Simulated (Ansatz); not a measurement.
**Geometry relaxation of Ge (part 2 of 2)**

The same run, continued: Ge (Cmmm, 2 atoms in the cell); DFT PBE, scalar-relativistic, plane waves, PAW, no spin polarisation (Ansatz 0.2.0); cutoff 420 eV, 6×6×4 k-mesh, Gaussian smearing of 0.1 eV. The structure was made by a generator, so it may or may not be a known phase.

Geometry of the input (Å; fractional positions):
```
1.6205  -2.1509  0.0000
1.6205  2.1509  0.0000
0.0000  0.0000  6.9423
Ge 0.0000  0.0000  0.6788
Ge 0.0000  0.0000  0.3212
```

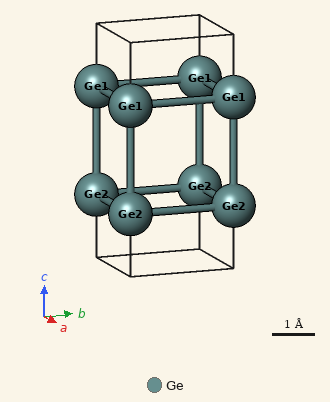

Figure 1. The geometry at step 6 of the log (ball-and-stick view of the cell of the calculation, seen slightly off an axis; atoms are numbered from 1 in the order of the input).

### Log, continued
```
relax step  11: F+E_penalty+E_count = -8589.43617926 eV  Δ(F+E_penalty+E_count) = -2.663e-3 eV  max|allowed force component| = 6.217e-3 eV/Å  Δτ_max = 0.0000 Å  P = +0.262 GPa  Ω = 39.777 Å³  stress off target by 7.87e-1 GPa  SCF on the basis re-selected at this cell (its energy is not comparable with the rows above)  (7 SCF iters)
basis re-selected at this cell: Δ(F+E_penalty+E_count) = -2.663e-3 eV, ΔP = +0.184 GPa vs the last step (what re-selecting the basis moved, of the pressure what is left beyond the Pulay correction that the steps carried, after the strain that the cell walked since its last selection, with what the two solves' SCF thresholds leave and, on support functions, any second-order correction that the steps lacked; it is no measure of the basis error at this ecutwfc). The dense FFT grid was sized anew with the basis: this SCF ran on 20×20×40 points, the steps before it on 20×20×48, so part of this shift can come from that change (see relax.cell in the input reference). This SCF's stress stands 7.87e-1 GPa from its target on what of the cell is left free (relax.cell.stress_tol is 4.00e-1 GPa) and its largest allowed force component is 6.22e-3 eV/Å (relax.f_tol is 4.00e-2 eV/Å): not within both, so this SCF does not close the relaxation
Crystal: 2 atoms, lattice volume = 39.922 Å³
preconditioner: auto → none  [metal: Δε(μ)=0.088 eV  Ē_g=23.480 eV  σ=0.100 eV  W_gap=0.41  n_scr=8 (ndim 8)  ℏωp=31.1 eV  f_vac=0.000  D(μ)=1.82/eV (n_scr^D=16)]
SCF 12 converged in 6 iterations: F = -8589.437130 eV  dr2 = 1.18e-10
relax step  12: F+E_penalty+E_count = -8589.43713039 eV  Δ(F+E_penalty+E_count) = -9.511e-4 eV  max|allowed force component| = 5.022e-3 eV/Å  Δτ_max = 0.0037 Å  P = +0.052 GPa  Ω = 39.922 Å³  energy of the carried Pulay correction = -2.846e-5 eV  (6 SCF iters, dr2 threshold 2.00e-7 eV, accepted)
Crystal: 2 atoms, lattice volume = 40.222 Å³
Basis set: ecut = 420 eV, 789 PW (Γ), exchange–correlation on 40×40×80 points (8 copies of the dense FFT grid, shifted against one another)
preconditioner: auto → none  [metal: Δε(μ)=0.047 eV  Ē_g=23.461 eV  σ=0.100 eV  W_gap=0.26  n_scr=8 (ndim 8)  ℏωp=31.0 eV  f_vac=0.000  D(μ)=1.52/eV (n_scr^D=16)]
SCF 13 converged in 6 iterations: F = -8589.439690 eV  dr2 = 1.12e-10
relax step  13: F+E_penalty+E_count = -8589.43969019 eV  Δ(F+E_penalty+E_count) = -2.560e-3 eV  max|allowed force component| = 4.758e-2 eV/Å  Δτ_max = 0.0165 Å  P = -0.232 GPa  Ω = 40.222 Å³  energy of the carried Pulay correction = -9.080e-5 eV  (6 SCF iters, dr2 threshold 2.00e-7 eV, accepted)
Crystal: 2 atoms, lattice volume = 40.548 Å³
Basis set: ecut = 420 eV, 793 PW (Γ), exchange–correlation on 40×40×80 points (8 copies of the dense FFT grid, shifted against one another)
preconditioner: auto → none  [insulator: Δε(μ)=0.117 eV  Ē_g=23.415 eV  σ=0.100 eV  W_gap=0.53  n_scr=16 (ndim 8)  ℏωp=30.9 eV  f_vac=0.000  D(μ)=1.47/eV (n_scr^D=8)  ε∞_Penn≈2.7]
SCF 14 converged in 6 iterations: F = -8589.446022 eV  dr2 = 1.20e-9
relax step  14: F+E_penalty+E_count = -8589.44602236 eV  Δ(F+E_penalty+E_count) = -6.332e-3 eV  max|allowed force component| = 1.919e-1 eV/Å  Δτ_max = 0.0167 Å  P = -0.763 GPa  Ω = 40.548 Å³  energy of the carried Pulay correction = -1.634e-4 eV  (6 SCF iters, dr2 threshold 2.00e-7 eV, accepted)
Crystal: 2 atoms, lattice volume = 40.199 Å³
preconditioner: auto → none  [metal: Δε(μ)=0.048 eV  Ē_g=23.458 eV  σ=0.100 eV  W_gap=0.26  n_scr=8 (ndim 8)  ℏωp=31.0 eV  f_vac=0.000  D(μ)=1.36/eV (n_scr^D=8)]
SCF 15 converged in 6 iterations: F = -8589.451467 eV  dr2 = 1.05e-9
relax step  15: F+E_penalty+E_count = -8589.45146722 eV  Δ(F+E_penalty+E_count) = -5.445e-3 eV  max|allowed force component| = 5.650e-2 eV/Å  Δτ_max = 0.0177 Å  P = -0.308 GPa  Ω = 40.199 Å³  energy of the carried Pulay correction = -1.035e-4 eV  (6 SCF iters, dr2 threshold 2.00e-7 eV, accepted)
Crystal: 2 atoms, lattice volume = 40.022 Å³
Basis set: ecut = 420 eV, 781 PW (Γ), exchange–correlation on 40×40×80 points (8 copies of the dense FFT grid, shifted against one another)
preconditioner: auto → none  [metal: Δε(μ)=0.009 eV  Ē_g=23.482 eV  σ=0.100 eV  W_gap=0.05  n_scr=8 (ndim 8)  ℏωp=31.1 eV  f_vac=0.000  D(μ)=1.30/eV (n_scr^D=8)]
SCF 16 converged in 6 iterations: F = -8589.452565 eV  dr2 = 2.02e-10
relax step  16: F+E_penalty+E_count = -8589.45256510 eV  Δ(F+E_penalty+E_count) = -1.098e-3 eV  max|allowed force component| = 6.258e-3 eV/Å  Δτ_max = 0.0067 Å  P = -0.093 GPa  Ω = 40.022 Å³  energy of the carried Pulay correction = -7.312e-5 eV  (6 SCF iters, dr2 threshold 2.00e-7 eV, accepted)
Crystal: 2 atoms, lattice volume = 39.953 Å³
Basis set: ecut = 420 eV, 773 PW (Γ), exchange–correlation on 40×40×80 points (8 copies of the dense FFT grid, shifted against one another)
preconditioner: auto → none  [metal: Δε(μ)=0.070 eV  Ē_g=23.491 eV  σ=0.100 eV  W_gap=0.36  n_scr=8 (ndim 8)  ℏωp=31.1 eV  f_vac=0.000  D(μ)=1.24/eV (n_scr^D=6)]
SCF 17 converged in 6 iterations: F = -8589.452489 eV  dr2 = 4.84e-11
relax step  17: F+E_penalty+E_count = -8589.45248912 eV  Δ(F+E_penalty+E_count) = +7.597e-5 eV  max|allowed force component| = 2.091e-2 eV/Å  Δτ_max = 0.0018 Å  P = -0.032 GPa  Ω = 39.953 Å³  energy of the carried Pulay correction = -5.726e-5 eV  (6 SCF iters, dr2 threshold 2.00e-7 eV, accepted)
Basis set: ecut = 420 eV, 773 PW (Γ), exchange–correlation on 40×40×72 points (8 copies of the dense FFT grid, shifted against one another)
iter 1 solved again at ethr=9.26e-8 eV; its pass at ethr=3.10e-3 eV (dr2=2.59e-5 eV) is discarded
SCF iter   1: F=—  HF=-8589.448605 eV  |F-HF|=—  |Δ(HF+E_count)|=         —  Δρ=1.21e-3  dr2=1.29e-5  ethr=9.26e-8  ⟨swp⟩=3.0  Hψ=4665  notcnv=0
preconditioner: auto → none  [metal: Δε(μ)=0.066 eV  Ē_g=23.493 eV  σ=0.100 eV  W_gap=0.35  n_scr=8 (ndim 8)  ℏωp=31.1 eV  f_vac=0.000  D(μ)=1.25/eV (n_scr^D=8)]
SCF iter   2: F=—  HF=-8589.451661 eV  |F-HF|=—  |Δ(HF+E_count)|=   3.06e-3  Δρ=6.07e-4  dr2=3.20e-6  ethr=4.62e-8  ⟨swp⟩=1.9  Hψ=821  notcnv=0
SCF iter   3: F=—  HF=-8589.452627 eV  |F-HF|=—  |Δ(HF+E_count)|=   9.66e-4  Δρ=4.14e-5  dr2=7.49e-8  ethr=1.14e-8  ⟨swp⟩=2.1  Hψ=922  notcnv=0
SCF iter   4: F=—  HF=-8589.452631 eV  |F-HF|=—  |Δ(HF+E_count)|=   4.49e-6  Δρ=3.26e-6  dr2=1.57e-9  ethr=2.68e-10  ⟨swp⟩=2.0  Hψ=1248  notcnv=0
iter 5 did not close the SCF: its close was put off for the readings that it lacked (scf_convergence_deferred on its scf_iter line)
SCF iter   5: F=-8589.452631 eV  HF=-8589.452631 eV  |F-HF|=6.91e-11  |Δ(HF+E_count)|=   3.83e-9  Δρ=7.42e-7  dr2=1.99e-10  ethr=5.60e-12  ⟨swp⟩=2.0  Hψ=1246  notcnv=0
SCF iter   6: F=-8589.452631 eV  HF=-8589.452631 eV  |F-HF|=1.24e-10  |Δ(HF+E_count)|=  1.58e-10  Δρ=3.22e-7  dr2=1.54e-10  ethr=1.00e-12  ⟨swp⟩=1.9  Hψ=2189  notcnv=0
SCF 18 converged in 6 iterations: F = -8589.452631 eV  dr2 = 1.54e-10
relax step  18: F+E_penalty+E_count = -8589.45263128 eV  Δ(F+E_penalty+E_count) = -1.422e-4 eV  max|allowed force component| = 2.092e-2 eV/Å  Δτ_max = 0.0000 Å  P = -0.020 GPa  Ω = 39.953 Å³  stress off target by 3.91e-1 GPa  SCF on the basis re-selected at this cell (its energy is not comparable with the rows above)  (6 SCF iters)
basis re-selected at this cell: Δ(F+E_penalty+E_count) = -1.422e-4 eV, ΔP = +0.011 GPa vs the last step (what re-selecting the basis moved, of the pressure what is left beyond the Pulay correction that the steps carried, after the strain that the cell walked since its last selection, with what the two solves' SCF thresholds leave and, on support functions, any second-order correction that the steps lacked; it is no measure of the basis error at this ecutwfc). The dense FFT grid was sized anew with the basis: this SCF ran on 20×20×36 points, the steps before it on 20×20×40, so part of this shift can come from that change (see relax.cell in the input reference). This SCF's stress stands 3.91e-1 GPa from its target on what of the cell is left free (relax.cell.stress_tol is 4.00e-1 GPa) and its largest allowed force component is 2.09e-2 eV/Å (relax.f_tol is 4.00e-2 eV/Å): within both
SCF converged after 6 iterations
Free energy (F): -8589.452631 eV
Harris-Foulkes:  -8589.452631 eV  (|F-HF|=1.24e-10)
Internal energy: -8589.446369 eV  (E = F + TS)
E sigma→0 (E₀):  -8589.449500 eV
Entropy (-TS):   -0.006262 eV (-3.131 meV/atom)
Fermi energy:    9.901011 eV
--- Per-component energies (eV) ---
  E_band       = -252.606542
  E_kinetic    = 220.782918
  E_local      = -4453.479700  (includes V_loc(G=0)·N_el)
  E_nonlocal   = 832.759605
  E_hartree    = 1946.905618
  E_xc         = -150.826252
  E_vxc        = -128.690184  (∫ρ·V_xc dr)
  E_paw        = -4035.370019  (= ΣΔE_a)
  E_vpaw       = -617.790988  (= ΣTr[D̂ρ^β])
  E_aug_tail   = 0.000677  (compensation charges beyond the density's cutoff)
  E_ewald      = -2950.219217
  E_smearing   = -0.006262  (= −TS)
  E_closure    = 0.000000  (closes the sum)
  Σ components = -8589.452631   (vs F -8589.452631, Δ=0.00e0)
--- Forces (eV/Å), atoms counted from 1 ---
  atom   1  Ge     0.00000000     0.00000000     0.02091724
  atom   2  Ge    -0.00000000    -0.00000000    -0.02091724
  max |Σ_I F_I| component: 0.00e0 eV/Å
--- Stress (GPa, compression-positive) ---
        0.371031      -0.000000      -0.000000
       -0.000000      -0.040699       0.000000
       -0.000000       0.000000      -0.391098
  P = ⅓ Tr σ = -0.0203 GPa (-0.203 kbar)
--- Band table (eV; the first three rows and the last of 39) ---
  k-point 0: bands = ["-14.7167", "-14.6926", "-14.6767", "-14.5351", "-14.5347", "-14.4894", "-14.4722", "-14.4654", "-14.4572", "-14.4568", "-2.7561", "1.2941", "4.4096", "16.1120", "16.1318", "17.3489", "19.2322", "19.2531"]
  k-point 1: bands = ["-14.6902", "-14.6832", "-14.6790", "-14.5237", "-14.5233", "-14.5224", "-14.4712", "-14.4687", "-14.4683", "-14.4664", "-2.4349", "0.0392", "6.3382", "13.9874", "16.4232", "16.4430", "18.5152", "18.5356"]
  k-point 2: bands = ["-14.6847", "-14.6845", "-14.6040", "-14.6012", "-14.4968", "-14.4964", "-14.4957", "-14.4954", "-14.4688", "-14.4687", "-1.4902", "-1.4663", "9.8360", "9.8604", "17.2945", "17.3144", "17.3146", "17.3345"]
  k-point 38: bands = ["-14.6041", "-14.6039", "-14.5573", "-14.5571", "-14.5560", "-14.5558", "-14.4989", "-14.4958", "-14.4007", "-14.4006", "5.7236", "5.7537", "8.4798", "8.4985", "8.5340", "8.5527", "14.2637", "14.2789"]
--- Relaxed structure (16 steps of the walk, 16 accepted, 2 SCFs on fresh bases) ---
  F+E_penalty+E_count = -8589.45263128 eV   max|allowed force component| = 2.092e-2 eV/Å   (the final SCF, on the basis selected at the relaxed cell)
  cell:  # Å, volume = 39.9529 Å³
    - [1.9358595489043697, -1.9427224636586622, 3.9601171078352117e-17]
    - [1.9358595489043697, 1.9427224636586622, -3.96011710783522e-17]
    - [-1.7537749969851126e-31, -1.2781776120858838e-16, 5.31170654050173]
  atoms:
    - { symbol: Ge, position: [-6.3467432222098736e-18, 6.3467432222098736e-18, 0.7496394751675898] }
    - { symbol: Ge, position: [6.346743222209872e-18, -6.3467432222098736e-18, 0.2503605248324104] }
```

### Trajectory as extended XYZ (Å, eV, eV/Å), 18 frames, from step=1 to step=18
```
2
Lattice="1.6205 -2.1509 0.0000 1.6205 2.1509 0.0000 0.0000 0.0000 6.9423" Properties=species:S:1:pos:R:3:forces:R:3 step=1 energy=-8588.95701 pressure_GPa=3.93
Ge    0.0000    0.0000    4.7124    0.0000   0.0000   0.5927
Ge    0.0000    0.0000    2.2299    0.0000   0.0000  -0.5927
2
Lattice="1.7002 -2.1441 0.0000 1.7002 2.1441 0.0000 0.0000 0.0000 6.8984" Properties=species:S:1:pos:R:3:forces:R:3 step=2 energy=-8589.05071 pressure_GPa=0.06
Ge    0.0000    0.0000    4.7317    0.0000   0.0000   0.4530
Ge    0.0000    0.0000    2.1668    0.0000   0.0000  -0.4530
2
Lattice="1.7771 -2.0750 0.0000 1.7771 2.0750 0.0000 0.0000 0.0000 6.7032" Properties=species:S:1:pos:R:3:forces:R:3 step=3 energy=-8589.12726 pressure_GPa=-2.57
Ge    0.0000    0.0000    4.7020    0.0000   0.0000  -0.1782
Ge    0.0000    0.0000    2.0012    0.0000   0.0000   0.1782
2
Lattice="1.8206 -2.0046 0.0000 1.8206 2.0046 0.0000 0.0000 0.0000 6.3649" Properties=species:S:1:pos:R:3:forces:R:3 step=4 energy=-8589.16957 pressure_GPa=-2.11
Ge    0.0000    0.0000    4.5247    0.0000   0.0000  -0.0762
Ge    0.0000    0.0000    1.8401    0.0000   0.0000   0.0762
2
Lattice="1.7992 -2.0078 0.0000 1.7992 2.0078 0.0000 0.0000 0.0000 6.0247" Properties=species:S:1:pos:R:3:forces:R:3 step=5 energy=-8589.24884 pressure_GPa=-1.03
Ge    0.0000    0.0000    4.3339    0.0000   0.0000   0.2458
Ge    0.0000    0.0000    1.6907    0.0000   0.0000  -0.2458
2
Lattice="1.7909 -2.0117 0.0000 1.7909 2.0117 0.0000 0.0000 0.0000 5.6783" Properties=species:S:1:pos:R:3:forces:R:3 step=6 energy=-8589.36203 pressure_GPa=-0.04
Ge    0.0000    0.0000    4.1520    0.0000   0.0000   0.3900
Ge    0.0000    0.0000    1.5263    0.0000   0.0000  -0.3900
2
Lattice="1.7987 -2.0087 0.0000 1.7987 2.0087 0.0000 0.0000 0.0000 5.3345" Properties=species:S:1:pos:R:3:forces:R:3 step=7 energy=-8589.41249 pressure_GPa=2.61
Ge    0.0000    0.0000    3.9709    0.0000   0.0000   0.1728
Ge    0.0000    0.0000    1.3636    0.0000   0.0000  -0.1728
2
Lattice="1.8265 -2.0215 0.0000 1.8265 2.0215 0.0000 0.0000 0.0000 5.4446" Properties=species:S:1:pos:R:3:forces:R:3 step=8 energy=-8589.42843 pressure_GPa=-0.61
Ge    0.0000    0.0000    4.0607    0.0000   0.0000   0.0304
Ge    0.0000    0.0000    1.3839    0.0000   0.0000  -0.0304
2
Lattice="1.8575 -1.9751 0.0000 1.8575 1.9751 0.0000 0.0000 0.0000 5.4222" Properties=species:S:1:pos:R:3:forces:R:3 step=9 energy=-8589.43233 pressure_GPa=-0.02
Ge    0.0000    0.0000    4.0561    0.0000   0.0000   0.0001
Ge    0.0000    0.0000    1.3662    0.0000   0.0000  -0.0001
2
Lattice="1.8435 -1.9944 0.0000 1.8435 1.9944 0.0000 0.0000 0.0000 5.4095" Properties=species:S:1:pos:R:3:forces:R:3 step=10 energy=-8589.43352 pressure_GPa=0.08
Ge    0.0000    0.0000    4.0468    0.0000   0.0000   0.0062
Ge    0.0000    0.0000    1.3627    0.0000   0.0000  -0.0062
2
Lattice="1.8435 -1.9944 0.0000 1.8435 1.9944 0.0000 0.0000 0.0000 5.4095" Properties=species:S:1:pos:R:3:forces:R:3 step=11 energy=-8589.43618 pressure_GPa=0.26
Ge    0.0000    0.0000    4.0468    0.0000   0.0000   0.0062
Ge    0.0000    0.0000    1.3627    0.0000   0.0000  -0.0062
2
Lattice="1.8547 -1.9892 0.0000 1.8547 1.9892 0.0000 0.0000 0.0000 5.4105" Properties=species:S:1:pos:R:3:forces:R:3 step=12 energy=-8589.43713 pressure_GPa=0.05
Ge    0.0000    0.0000    4.0504    0.0000   0.0000   0.0050
Ge    0.0000    0.0000    1.3600    0.0000   0.0000  -0.0050
2
Lattice="1.8868 -1.9826 0.0000 1.8868 1.9826 0.0000 0.0000 0.0000 5.3761" Properties=species:S:1:pos:R:3:forces:R:3 step=13 energy=-8589.43969 pressure_GPa=-0.23
Ge    0.0000    0.0000    4.0375    0.0000   0.0000  -0.0476
Ge    0.0000    0.0000    1.3386    0.0000   0.0000   0.0476
2
Lattice="1.9382 -1.9698 0.0000 1.9382 1.9698 0.0000 0.0000 0.0000 5.3101" Properties=species:S:1:pos:R:3:forces:R:3 step=14 energy=-8589.44602 pressure_GPa=-0.76
Ge    0.0000    0.0000    4.0007    0.0000   0.0000  -0.1919
Ge    0.0000    0.0000    1.3094    0.0000   0.0000   0.1919
2
Lattice="1.9414 -1.9582 0.0000 1.9414 1.9582 0.0000 0.0000 0.0000 5.2871" Properties=species:S:1:pos:R:3:forces:R:3 step=15 energy=-8589.45147 pressure_GPa=-0.31
Ge    0.0000    0.0000    3.9699    0.0000   0.0000  -0.0565
Ge    0.0000    0.0000    1.3172    0.0000   0.0000   0.0565
2
Lattice="1.9481 -1.9397 0.0000 1.9481 1.9397 0.0000 0.0000 0.0000 5.2958" Properties=species:S:1:pos:R:3:forces:R:3 step=16 energy=-8589.45256 pressure_GPa=-0.09
Ge    0.0000    0.0000    3.9713    0.0000   0.0000   0.0063
Ge    0.0000    0.0000    1.3245    0.0000   0.0000  -0.0063
2
Lattice="1.9359 -1.9427 0.0000 1.9359 1.9427 0.0000 0.0000 0.0000 5.3117" Properties=species:S:1:pos:R:3:forces:R:3 step=17 energy=-8589.45249 pressure_GPa=-0.03
Ge    0.0000    0.0000    3.9819    0.0000   0.0000   0.0209
Ge    0.0000    0.0000    1.3298    0.0000   0.0000  -0.0209
2
Lattice="1.9359 -1.9427 0.0000 1.9359 1.9427 0.0000 0.0000 0.0000 5.3117" Properties=species:S:1:pos:R:3:forces:R:3 step=18 energy=-8589.45263 pressure_GPa=-0.02
Ge    0.0000    0.0000    3.9819    0.0000   0.0000   0.0209
Ge    0.0000    0.0000    1.3298    0.0000   0.0000  -0.0209
```

### Results in brief

| quantity | value |
| --- | --- |
| outcome | converged |
| space group (tolerance 0.01 Å) | Cmmm (65) |
| electrons treated | 28 |
| free energy | −8589.4526 eV |
| Fermi energy | 9.901 eV |
| gap on the k-point mesh | none (metallic) |
| pressure | −0.02 GPa |
| final volume | 39.95 Å³ |
| largest force (length of the vector) at the end | 0.021 eV/Å |
| final cell | a = 2.743 Å, b = 2.743 Å, c = 5.312 Å, α = 90.00°, β = 90.00°, γ = 90.20° |
| hardware | 1 thread of Intel Xeon @ 2.50GHz (Skylake/Cascade Lake), 189 GiB of memory available, shared host |
| wall time | 64 s |
| peak memory | 0.37 GiB |
